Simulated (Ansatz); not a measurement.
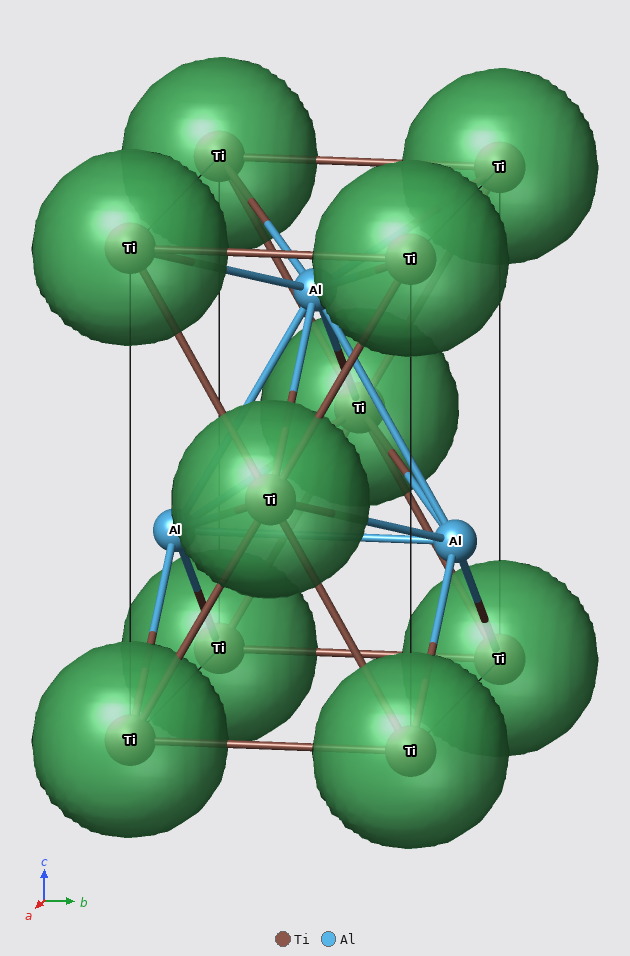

TiAl. Isosurface of the valence charge density (pseudo) at 0.4 e/Å³ (green), seen slightly off an axis. Sticks mark near contacts.

Space group Amm2; a structure from a database of computed crystals, not necessarily the ambient phase; changed on purpose from its base cell (strain +0.0150 x Voigt [0, 1, 0, 0, 0, 0], atoms carried along); computed pressure about −3 GPa in this cell; computed without spin polarisation.

Theory: Ansatz, DFT r2SCAN, scalar-relativistic, plane waves, PAW.

```
Ti Al
1.0
     0.00000    0.00000    4.67808
     2.86726    0.00000    0.00000
     0.00000    5.04074    0.00000
Ti Al
2 2
Cartesian
  0.0000 0.0000 0.0000
  1.4336 2.5204 0.0000
  0.0000 1.6802 2.3390
  1.4336 4.2006 2.3390
```

Question: Which contacts does the surface bridge?

Answer: At this value the density breaks into separate islands; it holds about 60 % of the electrons treated as valence (semicore included). It bridges none of the near contacts. It is pinched off along the sampled Ti–Ti (2.87 Å), Al–Al (2.87 Å) and Ti–Al (2.87 Å) contacts. On the grid the lowest density along these lines, outside the cores, is 0.21 e/Å³ (Ti–Ti, 2.87 Å), 0.19 e/Å³ (Al–Al, 2.87 Å) and 0.2 e/Å³ (Ti–Al, 2.87 Å).
